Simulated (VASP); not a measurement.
## Geometry relaxation, with input and output: InPd (part 2 of 5)

Continued. System: InPd (slab, 8 atoms in the cell). Method: Kohn-Sham DFT of a periodic cell, RPBE, VASP PAW PBE potentials, recommended, no spin polarisation (VASP 6.6.1); cutoff 520 eV, 8×8×1 k-mesh, Gaussian smearing of 0.05 eV. The structure derives from a Materials Project entry. It belongs to a series of runs on one base structure; here: the (1 0 0) slab of InPd, cut from the database cell, not relaxed.

Geometry of the input (Å; fractional positions):
```
3.2719  0.0000  0.0000
0.0000  3.2719  0.0000
0.0000  0.0000  26.4516
Pd 0.5000  0.5000  0.2835
Pd 0.5000  0.5000  0.4072
Pd 0.5000  0.5000  0.5309
Pd 0.5000  0.5000  0.6546
In 0.0000  0.0000  0.3454
In 0.0000  0.0000  0.4691
In 0.0000  0.0000  0.5928
In 0.0000  0.0000  0.7165
```

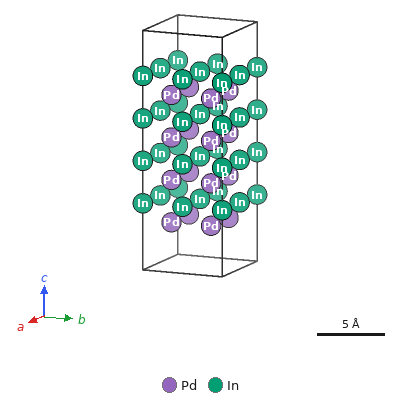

*The starting structure (spheres-only view of the 2 × 2 repeat of the cell, with the vacuum cut short, seen slightly off an axis).*

## OSZICAR, continued
```
RMM:   3    -0.306860345885E+02   -0.11366E+01   -0.70470E-01  1999   0.374E+00    0.409E+00
RMM:   4    -0.295829522657E+02    0.11031E+01   -0.12511E-01  1961   0.184E+00    0.954E-01
RMM:   5    -0.295715001414E+02    0.11452E-01   -0.44248E-02  2333   0.104E+00    0.880E-01
RMM:   6    -0.295702516039E+02    0.12485E-02   -0.88934E-03  2158   0.427E-01    0.756E-01
RMM:   7    -0.295700538597E+02    0.19774E-03   -0.14595E-03  2270   0.196E-01    0.677E-01
RMM:   8    -0.295696354884E+02    0.41837E-03   -0.84412E-04  1880   0.132E-01    0.291E-01
RMM:   9    -0.295698425084E+02   -0.20702E-03   -0.36010E-03  2244   0.228E-01    0.397E-01
RMM:  10    -0.295696188161E+02    0.22369E-03   -0.31440E-04  1857   0.103E-01    0.272E-01
RMM:  11    -0.295694534274E+02    0.16539E-03   -0.47506E-04  1882   0.100E-01    0.487E-02
RMM:  12    -0.295694621750E+02   -0.87476E-05   -0.53857E-05  2152   0.408E-02    0.362E-02
RMM:  13    -0.295694634224E+02   -0.12475E-05   -0.14451E-05  2283   0.184E-02    0.270E-02
RMM:  14    -0.295694660414E+02   -0.26190E-05   -0.24744E-06  1770   0.798E-03    0.270E-02
RMM:  15    -0.295694692805E+02   -0.32391E-05   -0.68407E-06  1962   0.104E-02    0.828E-03
RMM:  16    -0.295694681859E+02    0.10947E-05   -0.10088E-06  1791   0.511E-03    0.303E-03
RMM:  17    -0.295694686389E+02   -0.45307E-06   -0.29897E-07  1152   0.273E-03    0.300E-03
RMM:  18    -0.295694689283E+02   -0.28935E-06   -0.90610E-08   971   0.179E-03    0.242E-03
RMM:  19    -0.295694702639E+02   -0.13356E-05   -0.17905E-07  1018   0.179E-03    0.140E-03
RMM:  20    -0.295694709723E+02   -0.70839E-06   -0.12469E-07   990   0.161E-03    0.175E-03
RMM:  21    -0.295694711268E+02   -0.15448E-06   -0.67682E-08   892   0.143E-03    0.121E-03
RMM:  22    -0.295694713805E+02   -0.25370E-06   -0.10471E-07   958   0.154E-03    0.502E-04
RMM:  23    -0.295694717005E+02   -0.31998E-06   -0.10076E-07   918   0.152E-03    0.923E-04
RMM:  24    -0.295694718068E+02   -0.10638E-06   -0.59855E-08   736   0.130E-03    0.348E-04
RMM:  25    -0.295694718573E+02   -0.50424E-07   -0.43070E-08   696   0.112E-03
  10 F= -.29569472E+02 E0= -.29564665E+02  d E =-.222789E-01
       N       E                     dE             d eps       ncg     rms          rms(c)
DAV:   1    -0.295511921860E+02    0.18280E-01   -0.11186E+01  1650   0.103E+01    0.582E-01
RMM:   2    -0.295658388985E+02   -0.14647E-01   -0.16006E-01  2193   0.239E+00    0.252E-01
RMM:   3    -0.295758566191E+02   -0.10018E-01   -0.54332E-02  2233   0.108E+00    0.337E-01
RMM:   4    -0.295826548422E+02   -0.67982E-02   -0.93529E-03  2110   0.384E-01    0.555E-01
RMM:   5    -0.295710480316E+02    0.11607E-01   -0.24910E-03  1949   0.224E-01    0.255E-01
RMM:   6    -0.295708170678E+02    0.23096E-03   -0.41680E-04  2146   0.124E-01    0.206E-01
RMM:   7    -0.295707057168E+02    0.11135E-03   -0.31940E-04  2004   0.724E-02    0.112E-01
RMM:   8    -0.295706468225E+02    0.58894E-04   -0.42891E-04  2098   0.766E-02    0.732E-02
RMM:   9    -0.295706259146E+02    0.20908E-04   -0.23069E-04  2105   0.685E-02    0.107E-01
RMM:  10    -0.295705941693E+02    0.31745E-04   -0.56805E-05  1768   0.358E-02    0.367E-02
RMM:  11    -0.295705910834E+02    0.30859E-05   -0.66591E-05  2006   0.292E-02    0.179E-02
RMM:  12    -0.295705900851E+02    0.99822E-06   -0.61725E-06  1699   0.151E-02    0.417E-03
RMM:  13    -0.295705910916E+02   -0.10065E-05   -0.37448E-06  1629   0.852E-03    0.142E-02
RMM:  14    -0.295705910883E+02    0.32742E-08   -0.21559E-06  1743   0.725E-03    0.239E-03
RMM:  15    -0.295705915668E+02   -0.47847E-06   -0.54797E-07  1463   0.349E-03    0.211E-03
RMM:  16    -0.295705918419E+02   -0.27513E-06   -0.93186E-08   964   0.189E-03    0.113E-03
RMM:  17    -0.295705923583E+02   -0.51637E-06   -0.10812E-07   971   0.180E-03    0.104E-03
RMM:  18    -0.295705923416E+02    0.16711E-07   -0.51848E-08   874   0.147E-03
  11 F= -.29570592E+02 E0= -.29565412E+02  d E =-.112048E-02
       N       E                     dE             d eps       ncg     rms          rms(c)
DAV:   1    -0.295703692627E+02    0.22310E-03   -0.14982E-01  1664   0.119E+00    0.584E-02
RMM:   2    -0.295705561975E+02   -0.18693E-03   -0.19794E-03  2184   0.257E-01    0.248E-02
RMM:   3    -0.295706863668E+02   -0.13017E-03   -0.63390E-04  2189   0.111E-01    0.403E-02
RMM:   4    -0.295707169399E+02   -0.30573E-04   -0.10231E-04  2069   0.415E-02    0.524E-02
RMM:   5    -0.295706160885E+02    0.10085E-03   -0.32436E-05  2003   0.251E-02    0.261E-02
RMM:   6    -0.295706133576E+02    0.27309E-05   -0.45813E-06  1960   0.136E-02    0.205E-02
RMM:   7    -0.295706113092E+02    0.20484E-05   -0.30344E-06  1670   0.745E-03    0.110E-02
RMM:   8    -0.295706119158E+02   -0.60656E-06   -0.16100E-05  1952   0.128E-02    0.171E-02
RMM:   9    -0.295706112414E+02    0.67439E-06   -0.20659E-06  1532   0.784E-03    0.742E-03
RMM:  10    -0.295706110682E+02    0.17316E-06   -0.10965E-06  1484   0.407E-03    0.149E-03
RMM:  11    -0.295706110362E+02    0.31971E-07   -0.19525E-07  1147   0.267E-03
  12 F= -.29570611E+02 E0= -.29565468E+02  d E =-.113918E-02
       N       E                     dE             d eps       ncg     rms          rms(c)
DAV:   1    -0.295706055676E+02    0.55006E-05   -0.34885E-03  1699   0.181E-01    0.838E-03
RMM:   2    -0.295706099386E+02   -0.43710E-05   -0.44875E-05  2053   0.388E-02    0.405E-03
RMM:   3    -0.295706211538E+02   -0.11215E-04   -0.16289E-05  2025   0.179E-02    0.150E-02
RMM:   4    -0.295706120240E+02    0.91298E-05   -0.30129E-06  1885   0.795E-03    0.544E-03
RMM:   5    -0.295706109433E+02    0.10807E-05   -0.75329E-07  1632   0.412E-03    0.354E-03
RMM:   6    -0.295706109464E+02   -0.30886E-08   -0.13641E-07   971   0.220E-03
  13 F= -.29570611E+02 E0= -.29565460E+02  d E =-.113909E-02
       N       E                     dE             d eps       ncg     rms          rms(c)
DAV:   1    -0.295705173406E+02    0.93603E-04   -0.99426E-02  1650   0.104E+00    0.479E-02
RMM:   2    -0.295707181337E+02   -0.20079E-03   -0.12688E-03  2194   0.215E-01    0.429E-02
RMM:   3    -0.295709393851E+02   -0.22125E-03   -0.39018E-04  2136   0.955E-02    0.755E-02
RMM:   4    -0.295706652232E+02    0.27416E-03   -0.63432E-05  2082   0.425E-02    0.152E-02
RMM:   5    -0.295706652751E+02   -0.51919E-07   -0.18826E-05  2254   0.216E-02    0.170E-02
RMM:   6    -0.295706640151E+02    0.12600E-05   -0.29869E-06  1904   0.854E-03    0.140E-02
RMM:   7    -0.295706632150E+02    0.80016E-06   -0.23950E-06  1527   0.675E-03    0.520E-03
RMM:   8    -0.295706631068E+02    0.10819E-06   -0.43456E-06  1823   0.780E-03    0.972E-03
RMM:   9    -0.295706629515E+02    0.15534E-06   -0.37211E-07  1303   0.342E-03    0.553E-03
RMM:  10    -0.295706628251E+02    0.12638E-06   -0.40767E-07  1239   0.255E-03    0.112E-03
RMM:  11    -0.295706628257E+02   -0.63847E-09   -0.15906E-07   992   0.194E-03
  14 F= -.29570663E+02 E0= -.29565487E+02  d E =-.518794E-04
       N       E                     dE             d eps       ncg     rms          rms(c)
DAV:   1    -0.295706130447E+02    0.49780E-04   -0.41502E-02  1650   0.669E-01    0.313E-02
RMM:   2    -0.295707146034E+02   -0.10156E-03   -0.53148E-04  2192   0.138E-01    0.330E-02
RMM:   3    -0.295707623617E+02   -0.47758E-04   -0.15931E-04  2132   0.609E-02    0.433E-02
RMM:   4    -0.295706747990E+02    0.87563E-04   -0.24163E-05  2118   0.264E-02    0.103E-02
RMM:   5    -0.295706741997E+02    0.59925E-06   -0.68591E-06  2135   0.130E-02    0.106E-02
RMM:   6    -0.295706737287E+02    0.47099E-06   -0.10719E-06  1739   0.527E-03    0.840E-03
RMM:   7    -0.295706734369E+02    0.29181E-06   -0.18937E-06  1506   0.545E-03    0.396E-03
RMM:   8    -0.295706733963E+02    0.40613E-07   -0.90022E-07  1576   0.421E-03
  15 F= -.29570673E+02 E0= -.29565481E+02  d E =-.624500E-04
```

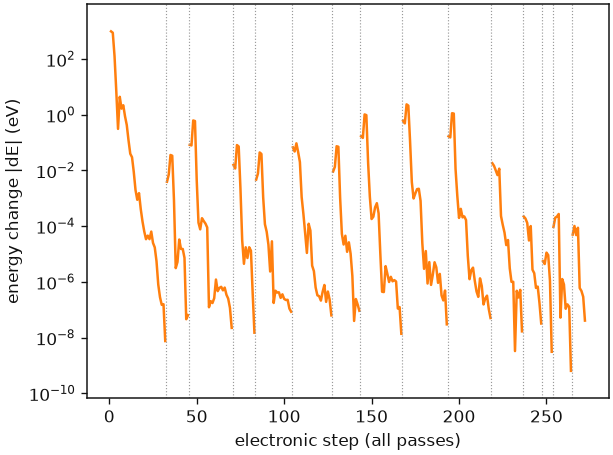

*Convergence of the self-consistent field: energy change |dE| against the electronic step. Each stretch between dotted lines is the SCF of one geometry step of a relaxation.*

The 15 ionic steps take 6 to 32 electronic steps each. The density is held fixed in the first few steps, and dE rises again when its update begins.

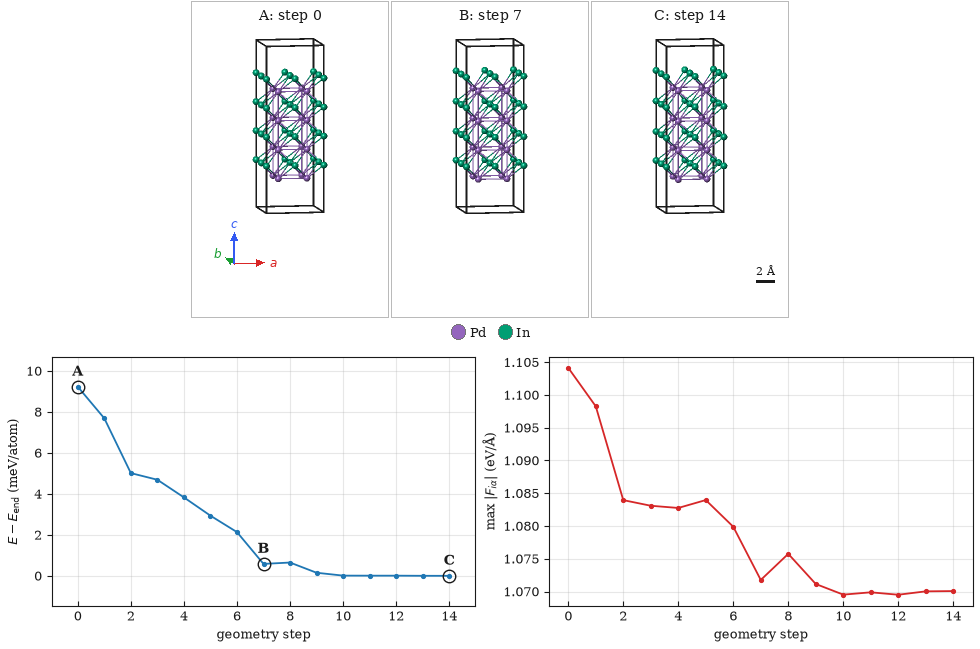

*Frames of the relaxation (ball-and-stick view of the 2 × 2 repeat of the cell, with the vacuum cut short, seen slightly off an axis) above the curves, on which the letters mark them (steps are counted from 0).*

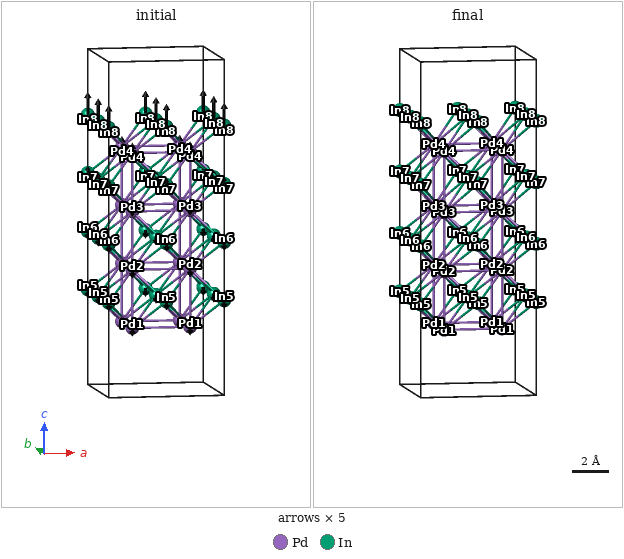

*Before (left) and after (right) the relaxation, at one scale (ball-and-stick view of the 2 × 2 repeat of the cell, with the vacuum cut short, seen slightly off an axis). The black arrows give the displacements, magnified 5 times.*

The largest move is that of In8, 0.26 Å. By element the largest moves are In 0.26 Å, Pd 0.12 Å. The cell doesn't change. Among the contacts that change: Pd3–Pd4 3.272 → 3.449 Å, Pd4–In8 2.834 → 2.916 Å, Pd3–In7 2.834 → 2.915 Å, Pd2–Pd3 3.272 → 3.313 Å. Among the angles that change: Pd4–In8–Pd4 109.5° → 105.0°, Pd4–In8–Pd4 70.5° → 68.3°. The energy falls by 9.2 meV per atom in 14 geometry steps. The largest force component goes from 1.1 to 1.1 eV/Å. (Atoms are counted from 1 in the order of the input.)

## Parts of OUTCAR
```
EDIFF = 1E-7
   EDIFFG = -0.005
   ENCUT = 520
   GGA = RP
   IBRION = 2
   ISIF = 2
   ISMEAR = 0
   LASPH = T
   LREAL = F
   NELM = 80
   NSW = 40
   PREC = Accurate

 ion  position               nearest neighbor table
   1  0.500  0.500  0.284-   5 2.83   5 2.83   5 2.83   5 2.83   2 3.27
   2  0.500  0.500  0.407-   6 2.83   6 2.83   6 2.83   6 2.83   5 2.83   5 2.83   5 2.83   5 2.83
                             3 3.27   1 3.27
   3  0.500  0.500  0.531-   7 2.83   7 2.83   7 2.83   7 2.83   6 2.83   6 2.83   6 2.83   6 2.83
                             4 3.27   2 3.27
   4  0.500  0.500  0.655-   7 2.83   8 2.83   7 2.83   8 2.83   7 2.83   8 2.83   7 2.83   8 2.83
                             3 3.27
   5  0.000  0.000  0.345-   1 2.83   2 2.83   1 2.83   2 2.83   1 2.83   2 2.83   1 2.83   2 2.83
                             6 3.27
   6  0.000  0.000  0.469-   2 2.83   2 2.83   2 2.83   2 2.83   3 2.83   3 2.83   3 2.83   3 2.83
                             5 3.27   7 3.27
   7  0.000  0.000  0.593-   3 2.83   3 2.83   3 2.83   3 2.83   4 2.83   4 2.83   4 2.83   4 2.83
                             6 3.27   8 3.27
   8  0.000  0.000  0.716-   4 2.83   4 2.83   4 2.83   4 2.83   7 3.27

  LATTYP: Found a simple tetragonal cell.
 ALAT       =     3.2718847800
 C/A-ratio  =     8.0845135170

  Lattice vectors:

 A1 = (   3.2718847800,   0.0000000000,   0.0000000000)
 A2 = (   0.0000000000,   3.2718847800,   0.0000000000)
 A3 = (   0.0000000000,   0.0000000000,  26.4515967300)

Analysis of symmetry for initial positions (statically):
=====================================================================
 Subroutine PRICEL returns:
 Original cell was already a primitive cell.

 Routine SETGRP: Setting up the symmetry group for a
 simple tetragonal supercell.

 Subroutine GETGRP returns: Found  8 space group operations
 (whereof  8 operations were pure point group operations)
 out of a pool of 16 trial point group operations.

The static configuration has the point symmetry C_4v.

Analysis of symmetry for dynamics (positions and initial velocities):
=====================================================================
 Subroutine PRICEL returns:
 Original cell was already a primitive cell.

 Routine SETGRP: Setting up the symmetry group for a
 simple tetragonal supercell.

 Subroutine GETGRP returns: Found  8 space group operations
 (whereof  8 operations were pure point group operations)
 out of a pool of 16 trial point group operations.

The dynamic configuration has the point symmetry C_4v.

Analysis of constrained symmetry for selective dynamics:
=====================================================================
 Subroutine PRICEL returns:
 Original cell was already a primitive cell.

 Routine SETGRP: Setting up the symmetry group for a
 simple tetragonal supercell.

 Subroutine GETGRP returns: Found  8 space group operations
 (whereof  8 operations were pure point group operations)
 out of a pool of 16 trial point group operations.

The constrained configuration has the point symmetry C_4v.

 Subroutine INISYM returns: Found  8 space group operations
 (whereof  8 operations are pure point group operations),
 and found     1 'primitive' translations

----------------------------------------------------------------------------------------

                                     Primitive cell

  volume of cell :     283.1704

  direct lattice vectors                    reciprocal lattice vectors
     3.271884780  0.000000000  0.000000000     0.305634234  0.000000000  0.000000000
     0.000000000  3.271884780  0.000000000     0.000000000  0.305634234  0.000000000
     0.000000000  0.000000000 26.451596730     0.000000000  0.000000000  0.037804901

  length of vectors
     3.271884780  3.271884780 26.451596730     0.305634234  0.305634234  0.037804901

  position of ions in fractional coordinates (direct lattice)
     0.500000000  0.500000000  0.283536759
     0.500000000  0.500000000  0.407230039
     0.500000000  0.500000000  0.530923320
     0.500000000  0.500000000  0.654616601
     0.000000000  0.000000000  0.345383399
     0.000000000  0.000000000  0.469076680
     0.000000000  0.000000000  0.592769961
     0.000000000  0.000000000  0.716463241

  ion indices of the primitive-cell ions
   primitive index   ion index
                 1           1
                 2           2
                 3           3
                 4           4
                 5           5
                 6           6
                 7           7
                 8           8

----------------------------------------------------------------------------------------

 KPOINTS: k-points

Automatic generation of k-mesh.
 Grid dimensions read from file:
 generate k-points for:    8    8    1

 Generating k-lattice:

  Cartesian coordinates                     Fractional coordinates (reciprocal lattice)
     0.038204279  0.000000000  0.000000000     0.125000000  0.000000000  0.000000000
     0.000000000  0.038204279  0.000000000     0.000000000  0.125000000  0.000000000
     0.000000000  0.000000000  0.037804901     0.000000000  0.000000000  1.000000000

  Length of vectors
     0.038204279  0.038204279  0.037804901

  Shift w.r.t. Gamma in fractional coordinates (k-lattice)
     0.000000000  0.000000000  0.000000000

 Subroutine IBZKPT returns following result:
 ===========================================

 Found     15 irreducible k-points:

 Following reciprocal coordinates:
            Coordinates               Weight
  0.000000  0.000000  0.000000      1.000000
  0.125000  0.000000  0.000000      4.000000
  0.250000  0.000000  0.000000      4.000000
  0.375000  0.000000  0.000000      4.000000
  0.500000  0.000000  0.000000      2.000000
  0.125000  0.125000  0.000000      4.000000
  0.250000  0.125000  0.000000      8.000000
  0.375000  0.125000  0.000000      8.000000
  0.500000  0.125000  0.000000      4.000000
  0.250000  0.250000  0.000000      4.000000
  0.375000  0.250000  0.000000      8.000000
  0.500000  0.250000  0.000000      4.000000
  0.375000  0.375000  0.000000      4.000000
  0.500000  0.375000  0.000000      4.000000
  0.500000  0.500000  0.000000      1.000000
```
